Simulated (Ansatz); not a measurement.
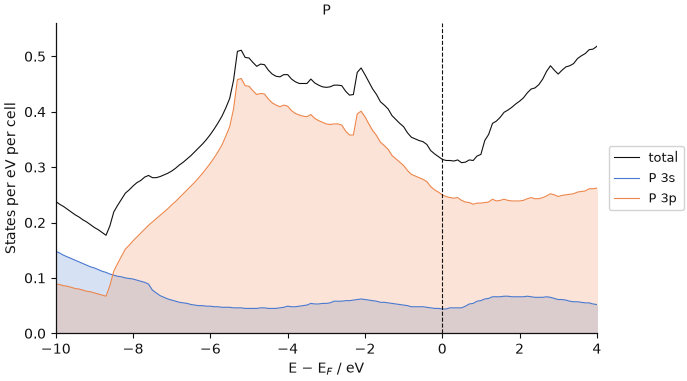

Density of states of P, space group P4/mmm (No. 123), 1 atom in the cell. Method: DFT PBE, scalar-relativistic, plane waves, PAW, no spin polarisation, 22×22×24 k mesh, 420 eV cutoff, Gaussian smearing of 0.1 eV (Ansatz). Energies are counted from the Fermi level. The partial curves are projected on Löwdin-orthogonalised atomic shells.

It is a metal. The density of states at the Fermi level is about 0.32 per eV and cell (mean within 0.25 eV). By projected weight, the states within 0.3 eV of the Fermi level are P 3p (85 %) and P 3s (15 %).

The structure is an invented one, so it need not be a known or stable phase.
